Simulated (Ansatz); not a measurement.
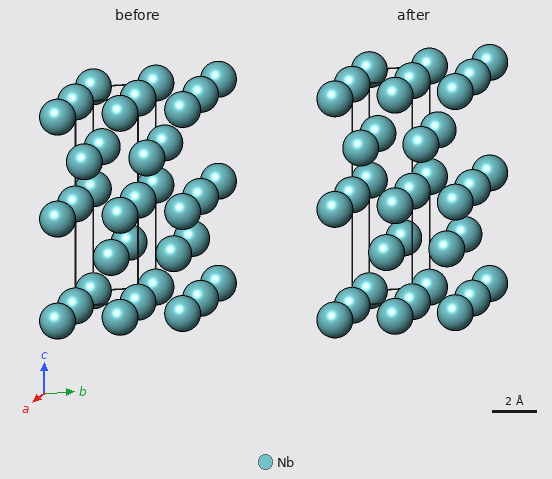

The structure of solid Nb (a generated structure, set up in P6_3/mmc) before (left) and after (right) a relaxation, at one scale.

The picture is a spheres-only view of the cell of the calculation, repeated 2 × 2 × 1 with one cell outlined, seen slightly off an axis.

Phase: dhcp.

All numbers below come from DFT, PBEsol, plane waves (420 eV) with PAW, scalar-relativistic (Ansatz 0.2.0).

The input:
```yaml
crystal:
  lattice:
    - [2.9403180252, 0.0, 0.0]
    - [-1.4701590126, 2.546390105, 0.0]
    - [0.0, 0.0, 9.6030786702]
  atoms:
    - { symbol: Nb, position: [0.0, 0.0, 0.0] }
    - { symbol: Nb, position: [0.0, 0.0, 0.5] }
    - { symbol: Nb, position: [0.3333333333, 0.6666666667, 0.25] }
    - { symbol: Nb, position: [0.6666666667, 0.3333333333, 0.75] }
hamiltonian:
  xc: pbesol
  pseudopotentials:
    kind: paw
    azcp:
      Nb: "pseudopotentials/Nb.paw.azcp"
basis:
  ecutwfc: 420
  fft_grid_basis: typed
kpoints:
  mp_grid: { grid: [12, 12, 4], shift: [0, 0, 0] }
magnetization:
  spin_polarized: false
scf:
  occupations: { method: fermi_dirac, width: 0.1 }
relax:
  max_steps: 60
  f_tol: 0.01
  cell: {}
output:
  write_density: true
  write_potential: true
  elf: true
  volumetric_format: npy
```

**Summarise the run.**

The atoms keep their places relative to the cell (all moves are under 0.005 Å). Cell: a = b 2.940 → 2.829 Å (−3.8 %), c 9.603 → 10.409 Å (+8.4 %). Volume +0.4 %. Near-neighbour distances that change, for instance: Nb1–Nb3 2.940 → 3.072 Å, Nb1–Nb1 2.940 → 2.829 Å. The space group stays P6_3/mmc (No. 194). Over 5 accepted moves (6 points after the start) the energy falls by 0.176 eV per cell of the calculation. All forces vanish by symmetry, so only the cell relaxes. The pressure goes from 1.25 to 0.01 GPa. The SCF was repeated once at an unchanged geometry on a basis and grid sized afresh for the cell, which shifted the energy by 0.3 meV per cell of the calculation at most. The program noted that a PAW file was made for another functional than the run's. The run took 22 s on 2 threads of Intel(R) Xeon(R) Platinum 8375C CPU @ 2.90GHz (Ice Lake), with other jobs on the host, peak memory 0.45 GiB.
